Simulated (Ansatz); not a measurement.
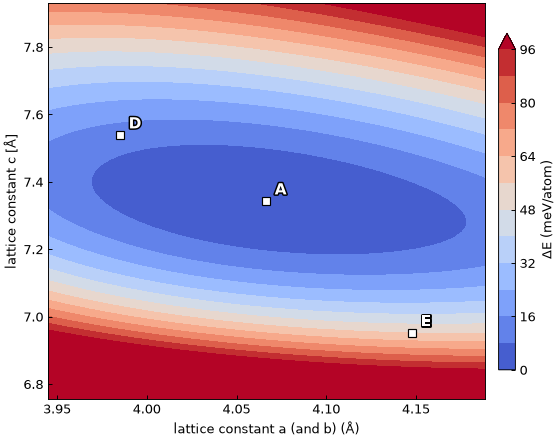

Cu3O2 (I4/mmm, No. 139; 5 atoms in the cell). The energy is mapped over the lattice constants a and c of the conventional cell. Coordinates scanned: (1) lattice constant a (and b); (2) lattice constant c. Nothing is relaxed (symmetry fixes all fractional coordinates). The scan uses a 7 × 7 grid. Energies are in meV/atom, from the lowest grid point. The runs have no spin polarisation; a magnetic state may lie lower. All numbers below come from DFT PBE, scalar-relativistic, plane waves, PAW (Ansatz). Settings: cutoff 520 eV, k-mesh 14×14×14, gaussian smearing 0.15 eV, no spin polarisation.

In the figure: filled contours, one colour for all values above the top of the scale, lettered points. Between grid points the surface is interpolated.

Is D the lowest point of the computed grid?

Answer. No. D lies 12 meV/atom above the lowest grid point, which is at lattice constant a (and b) = 4.067 Å, lattice constant c = 7.341 Å.

What kind of point is each of A, E: minimum, saddle, maximum or slope?

Answer. A: minimum; E: on a slope. (In these two coordinates alone; a stationary point may lie a little off the grid point.)

Rank the lettered points by energy, lowest first.

Answer. A (0 meV/atom), D (12 meV/atom), E (57 meV/atom).

PAW datasets: the set soft_1.
